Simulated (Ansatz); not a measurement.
Al3Cu

```cif
data_structure
_symmetry_space_group_name_H-M 'P 1'
_symmetry_Int_Tables_number 1
_cell_length_a 3.8924
_cell_length_b 5.5046
_cell_length_c 11.0092
_cell_angle_alpha 90.000
_cell_angle_beta 90.000
_cell_angle_gamma 90.000
_cell_volume 235.88
loop_
_atom_site_label
_atom_site_type_symbol
_atom_site_fract_x
_atom_site_fract_y
_atom_site_fract_z
_atom_site_occupancy
Al1 Al 0.50000 0.75000 0.37500 1
Al2 Al 0.50000 0.25000 0.62500 1
Al3 Al 0.50000 0.75000 0.87500 1
Al4 Al 0.50000 0.25000 0.12500 1
Al5 Al 0.50000 0.75000 0.12500 1
Al6 Al 0.50000 0.25000 0.37500 1
Al7 Al 0.50000 0.75000 0.62500 1
Al8 Al 0.50000 0.25000 0.87500 1
Al9 Al 0.00000 0.00000 0.25000 1
Al10 Al 0.00000 0.50000 0.50000 1
Al11 Al 0.00000 0.00000 0.75000 1
Al12 Al 0.00000 0.50000 0.00000 1
Cu1 Cu 0.00000 0.50000 0.25000 1
Cu2 Cu 0.00000 0.00000 0.50000 1
Cu3 Cu 0.00000 0.50000 0.75000 1
Cu4 Cu 0.00000 0.00000 0.00000 1
```

Space group Pm-3m; a structure from a database of computed crystals, not necessarily the ambient phase; computed without spin polarisation.

Theory: DFT PBEsol, scalar-relativistic, plane waves, PAW (Ansatz 0.2.0).

Q: What will maps of the valence pseudo-density and electron localisation function show?

A: Al–Cu (2.75 Å): the density is about 0.24 e/Å³ at the midpoint, with its minimum of 0.21 e/Å³ about 1.2 Å from Al; the ELF is about 0.40 at the midpoint.

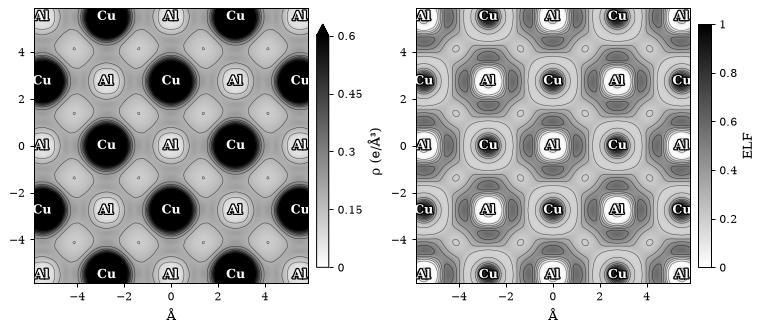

Computed valence pseudo-density and electron localisation function on the (100) plane of the calculation cell, in this order. 
